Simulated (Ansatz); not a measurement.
The structure in question:

```
CELL_PARAMETERS angstrom
5.16892 0.00000 0.00000
0.00000 6.94793 0.00000
0.00000 0.00000 8.01911
ATOMIC_POSITIONS crystal
Si 0.75000 0.72776 0.59586
Si 0.25000 0.27224 0.40414
Si 0.25000 0.72776 0.40414
Si 0.75000 0.27224 0.59586
Si 0.75000 0.00000 0.88868
Si 0.25000 0.00000 0.11132
O 0.50000 0.80409 0.50000
O 0.00000 0.19591 0.50000
O 0.50000 0.19591 0.50000
O 0.00000 0.80409 0.50000
O 0.75000 0.50000 0.60327
O 0.25000 0.50000 0.39673
O 0.75000 0.80573 0.78214
O 0.25000 0.19427 0.21786
O 0.25000 0.80573 0.21786
O 0.75000 0.19427 0.78214
O 0.00000 0.00000 0.00000
O 0.50000 0.00000 0.00000
```

What crystal do these data define?

Answer. The solid is SiO$_{2}$. It belongs to space group Pmma (No. 51) and has a primitive orthorhombic lattice. Atoms per cell: 18 (6 Si, 12 O). The polyhedra are SiO4 tetrahedra; they share corners. About every Si there are four O in a tetrahedral arrangement at 1.57 to 1.60 Å. O is surrounded by two Si at 1.57 to 1.60 Å. The bonds build a three-dimensional framework.

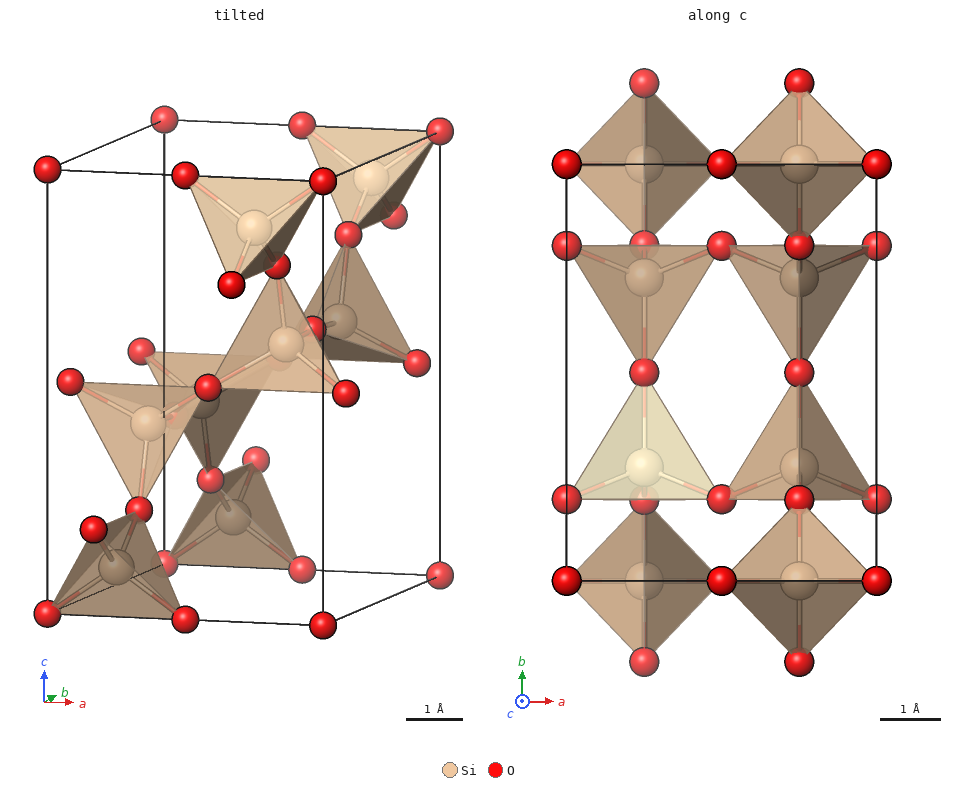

We look at a polyhedral model of the crystal slightly off an axis and along the c axis. The parallelepiped is the conventional unit cell. Some atoms of the next cells are drawn as well.

Starting structure: a structure listed in the Materials Project. It was relaxed at fixed volume with DFT r2SCAN, scalar-relativistic, plane waves, PAW (Ansatz 0.2.0).

At this level of theory the run's own cell isn't at rest (compressed, at 8 GPa), so its distances can differ from those at equilibrium, the more so the softer the solid.
